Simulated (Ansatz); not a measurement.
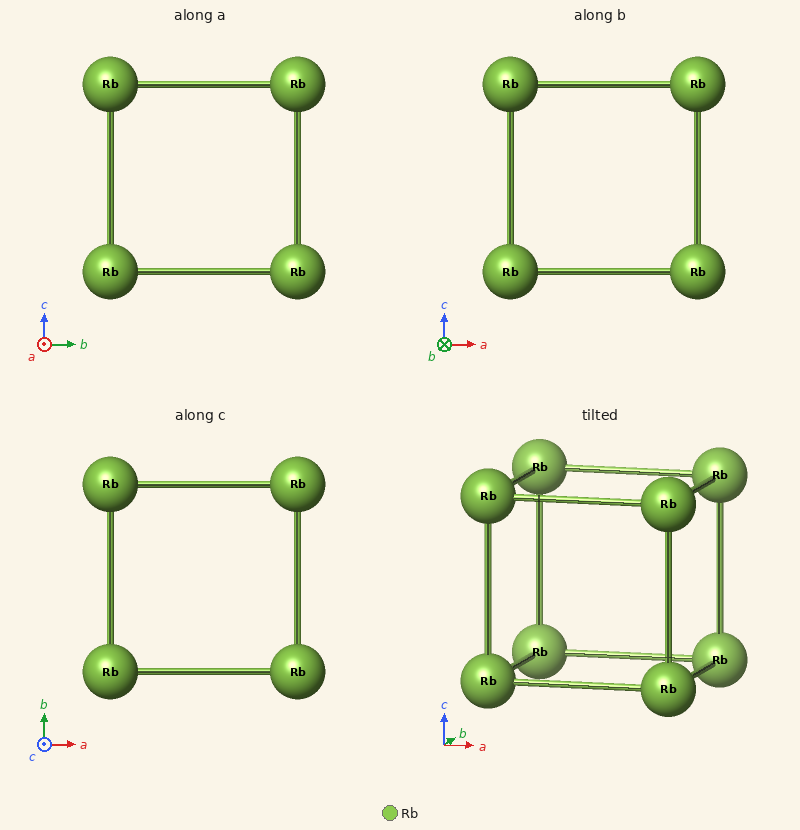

The image is a ball-and-stick drawing of a crystal, viewed along the a axis, along the b axis, along the c axis and slightly off an axis. One conventional unit cell is outlined, and atoms on its boundary appear in each equivalent place.

Lattice parameters: a = 4.5480 Å, b = 4.5480 Å, c = 4.5480 Å, α = 90.000°, β = 90.000°, γ = 90.000°.

Write down what is shown as a CIF in P1 with every atom of the cell.

Answer.
```cif
data_structure
_symmetry_space_group_name_H-M 'P 1'
_symmetry_Int_Tables_number 1
_cell_length_a 4.5480
_cell_length_b 4.5480
_cell_length_c 4.5480
_cell_angle_alpha 90.000
_cell_angle_beta 90.000
_cell_angle_gamma 90.000
_cell_volume 94.07
loop_
_atom_site_label
_atom_site_type_symbol
_atom_site_fract_x
_atom_site_fract_y
_atom_site_fract_z
_atom_site_occupancy
Rb1 Rb 0.0000 0.0000 0.0000 1
```

Origin of the cell: a structure type filled with this element by a generator (whether the element takes this form wasn't checked). The atoms were relaxed in a fixed cell with DFT, PBEsol, plane waves (420 eV) with PAW, scalar-relativistic (Ansatz).
